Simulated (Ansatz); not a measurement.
**A series of single points on Ca**

System: Ca (1 atom in the cell).
Method: Kohn-Sham DFT of a periodic cell, PBE, Ansatz PAW, no spin polarisation (Ansatz 0.2.0).

The 5 runs differ only in the geometry, by an even scaling of the cell at fixed fractional positions. The structure derives from an entry of the Crystallography Open Database.

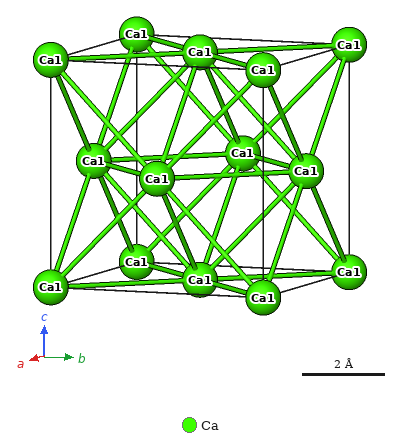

Figure 1. The structure of run 3 (ball-and-stick view of the cell 4 times as large as that of the calculation, set on its symmetry axes, seen slightly off an axis; atoms are numbered from 1 in the order of the input).

## Input of run 3
```yaml
crystal:
  lattice:
    - [0.0, 2.8127051751, 2.8127051751]
    - [2.8127051751, 0.0, 2.8127051751]
    - [2.8127051751, 2.8127051751, 0.0]
  atoms:
    - { symbol: Ca, position: [0.0, 0.0, 0.0] }
hamiltonian:
  xc: pbe
  pseudopotentials: { kind: paw }
kpoints:
  mp_grid: { grid: [8, 8, 8] }
scf:
  occupations: { method: fermi_dirac, width: 0.05 }
output:
  forces: true
  stress: true
  eigenvalues: true
```

Command:
```bash
ansatz run input.yaml --threads 1 --pin off --max-ram 2560MiB --backend cpu --events-out ev --progress --plain --runs-dir out
```

Lattice vectors (Å) and fractional positions of run 3:
```
   0.000000    2.812705    2.812705
   2.812705    0.000000    2.812705
   2.812705    2.812705    0.000000
Ca  0.000000  0.000000  0.000000
```

Run 4 differs from it as follows:
```diff
-    - [0.0, 2.8127051751, 2.8127051751]
-    - [2.8127051751, 0.0, 2.8127051751]
-    - [2.8127051751, 2.8127051751, 0.0]
+    - [0.0, 2.8309700062, 2.8309700062]
+    - [2.8309700062, 0.0, 2.8309700062]
+    - [2.8309700062, 2.8309700062, 0.0]
```

## Results, with one run withheld

```tsv
run	volume per atom (Å³)	free energy per atom, from the lowest run given (meV)	pressure (GPa)
1	42.759	0.00	−0.24
2	43.632	2.17	−0.56
3	44.504	6.02	−0.85
4	45.377	?	?
5	46.250	18.18	−1.37
```

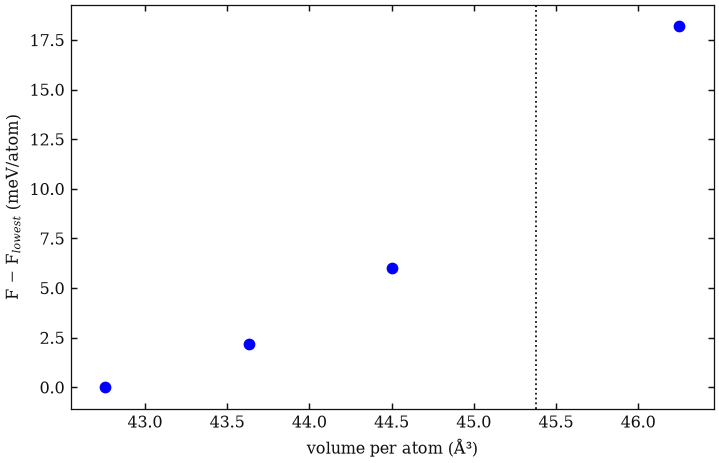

Figure 2. Free energy per atom of the runs given; the dotted line marks run 4.

Estimate the energy of run 4 from the others.

A quadratic polynomial in V^(−2/3) (the Birch–Murnaghan form), fitted to the 4 runs given, misses them by under 0.01 meV per atom. With x = V^(−2/3) − 0.07993 Å⁻², it reads F = 4.7456 − 3997.7 x + 7.7473e+05 x² (meV per atom). At run 4 it gives 11.41 meV per atom, and the run itself gives 11.41. The slope of the fit gives a pressure −dF/dV of −1.12 GPa there, and the run prints −1.12 GPa. The fit has no minimum inside this range.

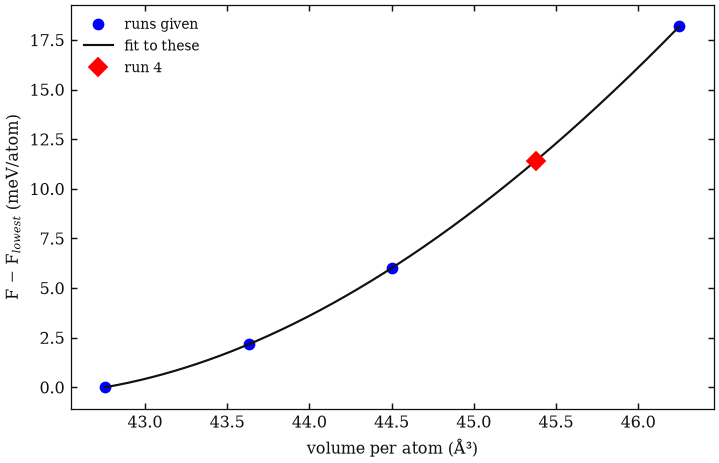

Figure 3. The fit and the withheld run.

## Output, shortened to warnings, some set-up lines, iterations and results (run 4)
```
Basis set: ecut = 420 eV, 893 PW (Γ), exchange–correlation on 54×54×54 points (8 copies of the dense FFT grid, shifted against one another)
Symmetry: 48 space group operations
k-points: 29 of 512
Initial density: superposition of atomic densities (neutral atoms: chi_scale 0, normalization atom), corrected by the library's trained network
[...]
SCF iter   1: F=—  HF=-1816.853367 eV  |F-HF|=—  |Δ(HF+E_count)|=         —  Δρ=7.38e-4  dr2=3.33e-4  ethr=1.77e-3  ⟨swp⟩=5.9  Hψ=2131  notcnv=0
SCF iter   2: F=—  HF=-1816.853663 eV  |F-HF|=—  |Δ(HF+E_count)|=   2.96e-4  Δρ=4.30e-4  dr2=1.14e-4  ethr=3.33e-6  ⟨swp⟩=2.4  Hψ=632  notcnv=0
SCF iter   3: F=—  HF=-1816.853701 eV  |F-HF|=—  |Δ(HF+E_count)|=   3.83e-5  Δρ=1.15e-4  dr2=1.34e-5  ethr=1.14e-6  ⟨swp⟩=1.7  Hψ=281  notcnv=0
SCF iter   4: F=—  HF=-1816.853694 eV  |F-HF|=—  |Δ(HF+E_count)|=   7.11e-6  Δρ=3.83e-5  dr2=8.96e-7  ethr=1.34e-7  ⟨swp⟩=2.5  Hψ=387  notcnv=0
SCF iter   5: F=—  HF=-1816.853694 eV  |F-HF|=—  |Δ(HF+E_count)|=   1.93e-7  Δρ=1.42e-5  dr2=2.03e-7  ethr=8.96e-9  ⟨swp⟩=2.2  Hψ=376  notcnv=0
SCF iter   6: F=-1816.853694 eV  HF=-1816.853694 eV  |F-HF|=1.07e-8  |Δ(HF+E_count)|=   6.72e-8  Δρ=4.40e-6  dr2=1.95e-8  ethr=1.00e-9  ⟨swp⟩=4.7  Hψ=1179  notcnv=0
SCF 1 converged in 6 iterations: F = -1816.853694 eV  dr2 = 1.95e-8
SCF converged after 6 iterations
Free energy (F): -1816.853694 eV
Harris-Foulkes:  -1816.853694 eV  (|F-HF|=1.07e-8)
Internal energy: -1816.841277 eV  (E = F + TS)
E sigma→0 (E₀):  -1816.847486 eV
Entropy (-TS):   -0.012417 eV (-12.417 meV/atom)
Fermi energy:    4.413299 eV
--- Per-component energies (eV) ---
  E_band       = -181.402687
  E_kinetic    = 274.801574
  E_local      = -870.421887  (includes V_loc(G=0)·N_el)
  E_nonlocal   = 63.558336
  E_hartree    = 292.030087
  E_xc         = -135.588820
  E_vxc        = -168.973405  (∫ρ·V_xc dr)
  E_paw        = -858.201416  (= ΣΔE_a)
  E_vpaw       = -64.423957  (= ΣTr[D̂ρ^β])
  E_aug_tail   = -0.000006  (compensation charges beyond the density's cutoff)
  E_ewald      = -583.019144
  E_smearing   = -0.012417  (= −TS)
  E_closure    = 0.000000  (closes the sum)
  Σ components = -1816.853694   (vs F -1816.853694, Δ=0.00e0)
--- Forces (eV/Å), atoms counted from 1 ---
  atom   1  Ca     0.00000000     0.00000000     0.00000000
  max |Σ_I F_I| component: 7.40e-32 eV/Å
--- Stress (GPa, compression-positive) ---
       -1.120224       0.000000      -0.000000
        0.000000      -1.120224      -0.000000
       -0.000000       0.000000      -1.120224
  P = ⅓ Tr σ = -1.1202 GPa (-11.202 kbar)
```
